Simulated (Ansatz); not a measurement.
**Single-point calculation, with input and output: Ge**

Ge (16 atoms in the cell), computed with DFT r2SCAN, scalar-relativistic, plane waves, PAW, no spin polarisation (Ansatz 0.2.0).

The structure derives from a Materials Project entry. It belongs to a series of runs on one base structure; here: the crystal above the cut slid by 0.1667 of the vector 1 a1 + 1 a2 (9.732 Å). Figures and captions count atoms from 1; the log counts them from 0 in places.

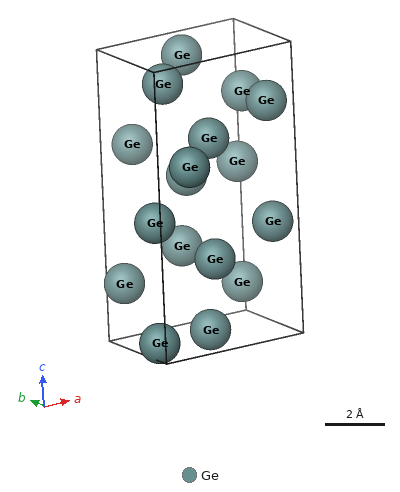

**Figure 1.** The input geometry (spheres-only view of the cell of the calculation, seen slightly off an axis). An atom can appear more than once, as a periodic image.

### Key numbers

- outcome: converged
- space group (tolerance 0.01 Å): P1 (1)
- electrons treated: 224
- free energy: −68839.2330 eV
- Fermi energy: 9.304 eV
- gap on the k-point mesh: none (metallic)
- pressure: 4.08 GPa
- largest force (length of the vector): 7.241 eV/Å
- hardware: 2 threads of Oxide Virtual Turin-like (Zen 5), 32 GiB of memory available, shared host
- wall time: 6.6 min (CPU time 13 min)
- peak memory: 4 GiB

### Input
```yaml
crystal:
  lattice:
    - [4.9460655643, -2.855612285, -1.9700863685]
    - [0.0, 0.0, -5.9102591056]
    - [5.7705746939, 8.090806287, -1.3136535905]
  atoms:
    - { symbol: Ge, position: [0.450048345, 0.7371760737, 0.29965] }
    - { symbol: Ge, position: [-0.133301655, 0.1538260737, 0.79965] }
    - { symbol: Ge, position: [0.450048345, 0.1629206163, 0.29965] }
    - { symbol: Ge, position: [-0.133301655, 0.5795706163, 0.79965] }
    - { symbol: Ge, position: [0.04692064, 0.2195789892, 0.0484576623] }
    - { symbol: Ge, position: [0.46357064, 0.6362289892, 0.5484576623] }
    - { symbol: Ge, position: [0.0654915764, 0.8457623148, 0.202745435] }
    - { symbol: Ge, position: [0.4821415764, 0.2624123148, 0.702745435] }
    - { symbol: Ge, position: [0.2377328186, 0.0227729078, 0.6477469027] }
    - { symbol: Ge, position: [0.8210828186, 0.6061229078, 0.1477469027] }
    - { symbol: Ge, position: [0.85317605, 0.6805177008, 0.5508423377] }
    - { symbol: Ge, position: [0.43652605, 0.2638677008, 0.0508423377] }
    - { symbol: Ge, position: [0.8346051136, 0.0543343752, 0.396554565] }
    - { symbol: Ge, position: [0.2512551136, 0.4709843752, 0.896554565] }
    - { symbol: Ge, position: [0.4956638714, 0.7106237822, 0.9515530973] }
    - { symbol: Ge, position: [0.0790138714, 0.2939737822, 0.4515530973] }
basis:
  ecutwfc: 500
kpoints:
  mp_grid: { grid: [7, 7, 4] }
hamiltonian:
  xc: r2scan
scf:
  occupations: { method: gaussian, width: 0.15 }
output:
  forces: true
  stress: true
  eigenvalues: true
```

Run as:
```bash
ansatz run input.yaml --threads 2 --pin off --max-ram 5120MiB --backend cpu --events-out ev --progress --plain --runs-dir out
```

### The program's output
```
Engine: ansatz 0.2.0, x86_64-unknown-linux-gnu
Pseudopotentials: kind: paw
Pseudopotential: Ge, paw, valence charge 14, recommended cutoff 500 eV (meta_gga), Ge.paw.azcp
Functional definition: r2SCAN
  parameter k0 = 0.174
  parameter k1 = 0.065
  parameter a1 = 4.9479
  exchange = r2scan_x(k0 = k0, k1 = k1, a1 = a1)
  correlation = r2scan_c
Crystal: 16 atoms, lattice volume = 333.907 Å³
Basis set: ecut = 500 eV, 8453 PW (Γ), exchange–correlation on 180×180×300 points (64 copies of the dense FFT grid, shifted against one another)
Bands: 135, of which v1, the nominal top of the filled ones, is band 112 counted from 1 (111 counted from 0)
Symmetry: 1 space group operations
Space group: P1 (ITA 1), of the structure as read, at distance tolerance 6.9e-5 Å
k-points: 99 of 196 (time reversal used)
Non-local potential: Ge, projectors of the file, l = 0: 2, l = 1: 2, l = 2: 3, l = 3: 1
PAW form: soft (Blöchl's): semilocal exchange-correlation on the pseudo side does not see the compensation charge
PAW frozen core: Ge, regenerated for the run's functional (the file was generated under x = pbe(κ = 0.804, μ = 0.2195149727645171), c = pbe(β = 0.06672455060314922))
PAW one-centre angular grid: Ge, 590 points (default); XC on 160 Gauss nodes
Initial density: superposition of atomic densities (neutral atoms: chi_scale 0, normalization atom), corrected by the library's trained network
Initial wavefunctions: pseudopotential atomic-orbital guess
Functional: x = r2scan, c = r2scan; τ floored in thin density (d = 2e-4 eV/Å³)
SCF iter   1: F=—  HF=-68839.129430 eV  |F-HF|=—  |Δ(HF+E_count)|=         —  Δρ=6.90e-3  dr2=9.37e-2  dr2_τ=3.44e-2  ethr=1.77e-3  ⟨swp⟩=5.8  Hψ=45592  notcnv=0  defer=33
preconditioner: auto → Kerker (q_TF=auto, 2.553 Å⁻¹)  [metal: Δε(μ)=0.012 eV  Ē_g=23.275 eV  σ=0.150 eV  W_gap=0.04  n_scr=92 (ndim 8)  ℏωp=30.4 eV  f_vac=0.003  D(μ)=4.67/eV (n_scr^D=22)]
SCF iter   2: F=—  HF=-68839.230409 eV  |F-HF|=—  |Δ(HF+E_count)|=   1.01e-1  Δρ=2.97e-3  dr2=2.85e-2  dr2_τ=2.09e-4  ethr=4.18e-5  ⟨swp⟩=2.0  Hψ=26556  notcnv=0  defer=157
SCF iter   3: F=—  HF=-68839.232344 eV  |F-HF|=—  |Δ(HF+E_count)|=   1.94e-3  Δρ=1.83e-3  dr2=1.29e-2  dr2_τ=5.76e-5  ethr=1.27e-5  ⟨swp⟩=1.0  Hψ=11906  notcnv=0  defer=157
SCF iter   4: F=—  HF=-68839.232927 eV  |F-HF|=—  |Δ(HF+E_count)|=   5.84e-4  Δρ=3.68e-4  dr2=5.49e-4  dr2_τ=2.60e-6  ethr=5.76e-6  ⟨swp⟩=2.0  Hψ=15099  notcnv=0  defer=157
SCF iter   5: F=—  HF=-68839.233091 eV  |F-HF|=—  |Δ(HF+E_count)|=   1.63e-4  Δρ=1.07e-4  dr2=7.36e-5  dr2_τ=4.76e-7  ethr=2.45e-7  ⟨swp⟩=2.0  Hψ=23018  notcnv=0  defer=157
SCF iter   6: F=—  HF=-68839.232976 eV  |F-HF|=—  |Δ(HF+E_count)|=   1.15e-4  Δρ=5.48e-5  dr2=2.34e-5  dr2_τ=1.11e-7  ethr=3.29e-8  ⟨swp⟩=2.0  Hψ=23019  notcnv=0  defer=157
SCF iter   7: F=—  HF=-68839.232977 eV  |F-HF|=—  |Δ(HF+E_count)|=   6.86e-7  Δρ=2.43e-5  dr2=6.27e-6  dr2_τ=1.65e-8  ethr=1.05e-8  ⟨swp⟩=2.0  Hψ=23013  notcnv=0  defer=157
SCF iter   8: F=—  HF=-68839.232977 eV  |F-HF|=—  |Δ(HF+E_count)|=   5.55e-7  Δρ=7.62e-6  dr2=9.16e-7  dr2_τ=2.76e-9  ethr=2.80e-9  ⟨swp⟩=2.0  Hψ=14636  notcnv=0  defer=157
SCF iter   9: F=-68839.232977 eV  HF=-68839.232978 eV  |F-HF|=6.20e-8  |Δ(HF+E_count)|=   3.88e-8  Δρ=2.89e-6  dr2=7.28e-8  dr2_τ=3.27e-10  ethr=4.46e-11  ⟨swp⟩=8.4  Hψ=56856  notcnv=0
SCF 1 converged in 9 iterations: F = -68839.232977 eV  dr2 = 7.28e-8
  greatest PAW one-centre occupation: 0.998 electrons in one spin orbital (limit 2), on the Ge atom at site 13 (counted from 0), in its partial waves of l = 2
```

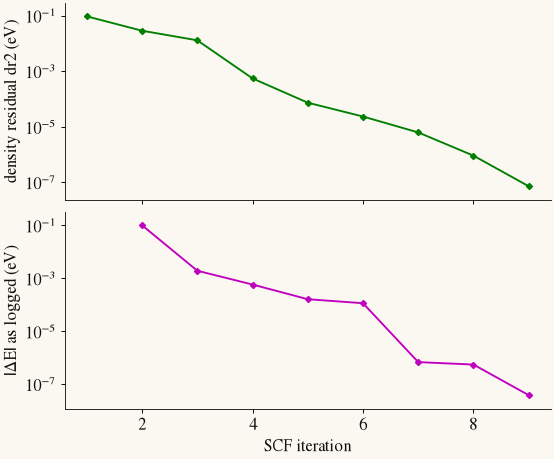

**Figure 2.** Convergence of the self-consistent field: density residual dr2 and size of the energy change against the SCF iteration. The residual falls at every step.

```
SCF converged after 9 iterations
Free energy (F): -68839.232977 eV
Harris-Foulkes:  -68839.232978 eV  (|F-HF|=6.20e-8)
Internal energy: -68839.180305 eV  (E = F + TS)
E sigma→0 (E₀):  -68839.206641 eV
Entropy (-TS):   -0.052673 eV (-3.292 meV/atom)
Fermi energy:    9.303713 eV
--- Per-component energies (eV) ---
  E_band       = -2321.682923
  E_kinetic    = 1777.302498
  E_local      = -37870.790831  (includes V_loc(G=0)·N_el)
  E_nonlocal   = 6702.498397
  E_hartree    = 16633.280505
  E_xc         = -1107.451347
  E_vxc        = -1089.346487  (∫ρ·V_xc dr)
  E_paw        = -32524.292249  (= ΣΔE_a)
  E_vpaw       = -5169.520417  (= ΣTr[D̂ρ^β])
  E_aug_tail   = 0.000253  (compensation charges beyond the density's cutoff)
  E_vtau       = 61.599572  (kinetic-family band-sum trace: ∫τ·v_τ [+ j·A + Jᵃ·Aᵃ] dr)
  E_ewald      = -22432.355279
  E_core_change = -17.372252  (= ΣΔE_core)
  E_smearing   = -0.052673  (= −TS)
  E_closure    = -0.000000  (closes the sum)
  Σ components = -68839.232977   (vs F -68839.232977, Δ=0.00e0)
--- Forces (eV/Å), atoms counted from 1 ---
  atom   1  Ge     0.09595254     0.00961625     0.19804428
  atom   2  Ge     0.75913350     0.33935571     0.02736650
  atom   3  Ge    -0.13757248     0.20437245    -0.08933093
  atom   4  Ge    -0.40108290    -0.22567633    -0.19370972
  atom   5  Ge    -0.91600720     0.99373685     1.39583545
  atom   6  Ge    -0.03810330     0.20862209    -0.09991012
  atom   7  Ge     0.10529270    -0.11233819    -0.06009314
  atom   8  Ge    -0.23106866    -0.29086449     0.16883596
  atom   9  Ge     0.08728607    -0.02248326     0.07004801
  atom  10  Ge    -0.59009184     0.27082045     0.36731895
  atom  11  Ge     0.00920401    -0.19424621    -0.02702208
  atom  12  Ge     6.77869753     1.43670817     2.10100454
  atom  13  Ge     0.06615438     0.10137599    -0.04831453
  atom  14  Ge    -5.88301455    -3.02894309    -2.47199594
  atom  15  Ge     0.56727679     0.26990644    -1.22876098
  atom  16  Ge    -0.27204706     0.04005111    -0.10931784
  max |Σ_I F_I| component: 1.39e-5 eV/Å
--- Stress (GPa, compression-positive) ---
        6.441907       1.307007       3.010945
        1.307007       3.979205       1.686468
        3.010945       1.686468       1.820492
  P = ⅓ Tr σ = 4.0805 GPa (40.805 kbar)
--- Band table (eV; the first three rows and the last of 99) ---
  k-point 0: bands = ["-16.8927", "-16.6348", "-16.5527", "-16.4588", "-16.4078", "-16.2723", "-16.1996", "-16.1827", "-16.1612", "-16.1591", "-16.1445", "-16.1299", "-16.1182", "-16.1094", "-16.0997", "-16.0818", "-16.0742", "-16.0684", "-16.0632", "-16.0581", "-16.0416", "-16.0340", "-16.0253", "-16.0187", "-16.0177", "-16.0075", "-15.9996", "-15.9963", "-15.9875", "-15.9828", "-15.9777", "-15.9758", "-15.9703", "-15.9655", "-15.9580", "-15.9556", "-15.9526", "-15.9407", "-15.9380", "-15.9228", "-15.9175", "-15.9152", "-15.9095", "-15.9054", "-15.9020", "-15.8973", "-15.8880", "-15.8820", "-15.8762", "-15.8696", "-15.8677", "-15.8606", "-15.8550", "-15.8493", "-15.8472", "-15.8328", "-15.8315", "-15.8269", "-15.8220", "-15.8183", "-15.8090", "-15.8042", "-15.8014", "-15.7953", "-15.7838", "-15.7820", "-15.7734", "-15.7682", "-15.7599", "-15.7499", "-15.7455", "-15.7271", "-15.7185", "-15.7133", "-15.7080", "-15.7024", "-15.6951", "-15.6862", "-15.6573", "-15.6326", "-4.6169", "-3.2472", "-2.7212", "-0.8988", "-0.4106", "-0.2733", "0.0633", "0.4544", "0.6881", "1.3450", "1.4687", "1.7861", "2.1443", "2.4313", "3.2620", "3.9706", "4.6825", "4.9096", "5.0197", "5.2570", "5.4242", "5.8685", "6.0947", "6.3690", "6.4932", "6.9885", "7.5415", "7.7039", "8.0166", "8.1539", "8.6979", "8.9412", "9.4314", "9.8478", "10.6641", "11.1835", "11.3891", "11.7124", "12.1718", "12.2263", "12.6106", "13.0943", "13.3235", "13.3668", "13.7167", "13.7870", "14.0714", "14.1750", "14.4211", "14.5345", "14.9939", "15.2743", "15.4284", "15.5488", "16.0203"]
  k-point 1: bands = ["-16.8927", "-16.6348", "-16.5527", "-16.4588", "-16.4078", "-16.2723", "-16.1996", "-16.1827", "-16.1611", "-16.1591", "-16.1445", "-16.1298", "-16.1182", "-16.1095", "-16.0997", "-16.0815", "-16.0741", "-16.0683", "-16.0638", "-16.0581", "-16.0407", "-16.0342", "-16.0282", "-16.0174", "-16.0157", "-16.0065", "-15.9990", "-15.9960", "-15.9900", "-15.9838", "-15.9781", "-15.9759", "-15.9706", "-15.9659", "-15.9587", "-15.9550", "-15.9517", "-15.9397", "-15.9361", "-15.9241", "-15.9186", "-15.9168", "-15.9083", "-15.9046", "-15.9035", "-15.8952", "-15.8869", "-15.8824", "-15.8773", "-15.8701", "-15.8691", "-15.8596", "-15.8550", "-15.8497", "-15.8452", "-15.8334", "-15.8318", "-15.8265", "-15.8229", "-15.8189", "-15.8082", "-15.8040", "-15.8000", "-15.7953", "-15.7842", "-15.7821", "-15.7734", "-15.7681", "-15.7600", "-15.7498", "-15.7456", "-15.7275", "-15.7186", "-15.7133", "-15.7081", "-15.7023", "-15.6950", "-15.6862", "-15.6574", "-15.6327", "-4.5709", "-3.5542", "-2.2822", "-0.9341", "-0.4730", "-0.2799", "-0.1168", "0.4659", "0.6243", "1.1999", "1.4064", "1.8908", "2.3511", "2.7289", "3.2329", "3.7701", "4.6154", "4.8735", "4.9540", "5.3079", "5.7050", "5.8971", "6.0317", "6.3071", "6.6285", "6.9421", "7.2309", "7.5894", "8.0946", "8.2706", "8.6561", "9.0441", "9.6022", "9.7534", "10.4687", "11.1462", "11.5217", "11.9369", "12.2071", "12.3624", "12.5423", "12.8177", "13.1230", "13.3676", "13.4764", "13.7033", "14.1042", "14.2711", "14.4649", "14.7021", "14.8239", "15.1529", "15.3872", "15.7673", "15.8909"]
  k-point 2: bands = ["-16.8927", "-16.6348", "-16.5527", "-16.4588", "-16.4078", "-16.2723", "-16.1996", "-16.1828", "-16.1610", "-16.1591", "-16.1445", "-16.1297", "-16.1182", "-16.1096", "-16.0998", "-16.0811", "-16.0741", "-16.0681", "-16.0644", "-16.0581", "-16.0400", "-16.0345", "-16.0299", "-16.0168", "-16.0145", "-16.0032", "-16.0001", "-15.9950", "-15.9936", "-15.9838", "-15.9795", "-15.9758", "-15.9705", "-15.9669", "-15.9580", "-15.9554", "-15.9506", "-15.9394", "-15.9331", "-15.9262", "-15.9212", "-15.9163", "-15.9079", "-15.9046", "-15.9029", "-15.8937", "-15.8860", "-15.8829", "-15.8788", "-15.8715", "-15.8694", "-15.8588", "-15.8550", "-15.8496", "-15.8437", "-15.8341", "-15.8323", "-15.8252", "-15.8248", "-15.8191", "-15.8074", "-15.8038", "-15.7982", "-15.7961", "-15.7844", "-15.7821", "-15.7734", "-15.7679", "-15.7600", "-15.7497", "-15.7458", "-15.7278", "-15.7188", "-15.7132", "-15.7081", "-15.7023", "-15.6948", "-15.6861", "-15.6575", "-15.6327", "-4.5126", "-3.7555", "-1.8540", "-1.0870", "-0.6038", "-0.2909", "-0.1564", "0.2551", "0.8549", "0.9999", "1.3939", "1.8940", "2.6162", "3.0584", "3.2004", "3.4750", "4.5878", "4.8239", "4.9703", "5.3492", "5.6114", "5.8573", "6.2226", "6.4697", "6.7367", "6.7751", "7.2250", "7.6843", "7.8139", "8.0724", "8.3767", "9.3708", "9.8092", "10.0217", "10.5046", "10.9390", "11.4768", "11.7039", "12.1600", "12.4741", "12.6513", "12.8485", "12.9971", "13.2571", "13.4826", "13.5865", "14.1208", "14.2663", "14.5651", "14.7004", "14.8488", "15.0420", "15.3203", "15.7402", "15.9548"]
  k-point 98: bands = ["-16.8927", "-16.6342", "-16.5526", "-16.4585", "-16.4078", "-16.2675", "-16.1969", "-16.1837", "-16.1627", "-16.1573", "-16.1428", "-16.1337", "-16.1166", "-16.1081", "-16.0936", "-16.0789", "-16.0716", "-16.0659", "-16.0635", "-16.0594", "-16.0457", "-16.0345", "-16.0299", "-16.0241", "-16.0137", "-16.0069", "-15.9994", "-15.9930", "-15.9913", "-15.9862", "-15.9792", "-15.9739", "-15.9708", "-15.9625", "-15.9575", "-15.9520", "-15.9487", "-15.9411", "-15.9387", "-15.9359", "-15.9296", "-15.9165", "-15.9116", "-15.9070", "-15.8998", "-15.8964", "-15.8888", "-15.8848", "-15.8799", "-15.8737", "-15.8679", "-15.8641", "-15.8515", "-15.8489", "-15.8417", "-15.8367", "-15.8339", "-15.8260", "-15.8179", "-15.8123", "-15.8091", "-15.8040", "-15.7997", "-15.7898", "-15.7798", "-15.7764", "-15.7750", "-15.7620", "-15.7573", "-15.7507", "-15.7416", "-15.7336", "-15.7230", "-15.7173", "-15.7104", "-15.7012", "-15.6906", "-15.6809", "-15.6591", "-15.6390", "-4.0597", "-2.8215", "-2.5723", "-1.9191", "-1.4301", "-1.1332", "-0.5820", "-0.3078", "1.1260", "1.4033", "1.5647", "2.2340", "2.9387", "3.2067", "3.6633", "3.9910", "4.8551", "5.2912", "5.4916", "6.0676", "6.2128", "6.4687", "6.7603", "6.8995", "7.1161", "7.2870", "7.3651", "7.7378", "8.0483", "8.3052", "8.5658", "8.7988", "9.1191", "9.6223", "10.2037", "10.5748", "10.8689", "11.2673", "11.3554", "11.5500", "11.7133", "12.0575", "12.3340", "12.5762", "12.9747", "13.0677", "13.5465", "13.7174", "13.9783", "14.3973", "14.6181", "14.8575", "15.2290", "15.3177", "15.6419"]
```

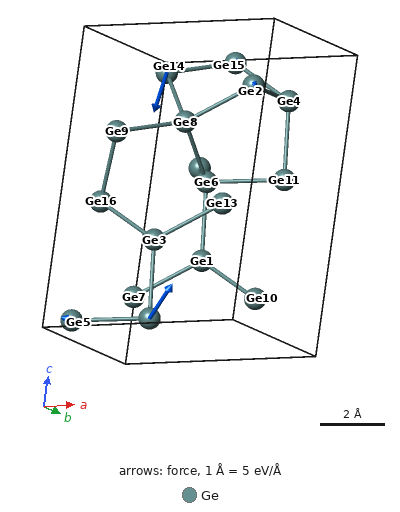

**Figure 3.** Forces on the atoms as blue arrows (ball-and-stick view of the cell of the calculation, seen at an oblique angle; atoms are numbered from 1 in the order of the input); the smallest are left out. The largest act on Ge12 (7.24 eV/Å); Ge14 (7.06 eV/Å). The geometry is not a stationary point of this energy.

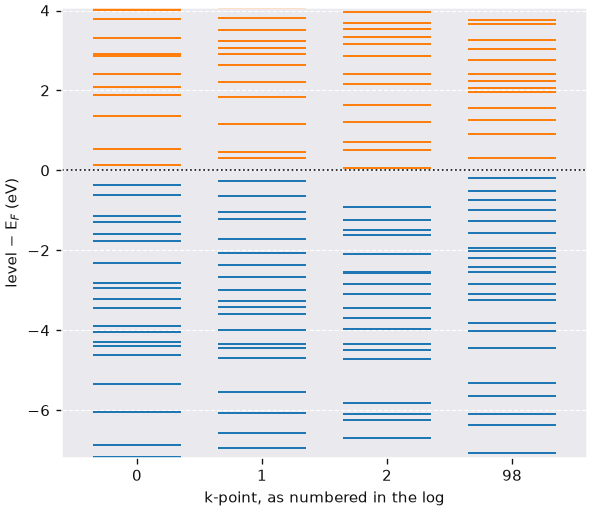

**Figure 4.** Kohn–Sham levels near the Fermi level (dotted) at the few k-points that the log prints; levels within 0.02 eV of each other stand side by side. The system is metallic on the full mesh.
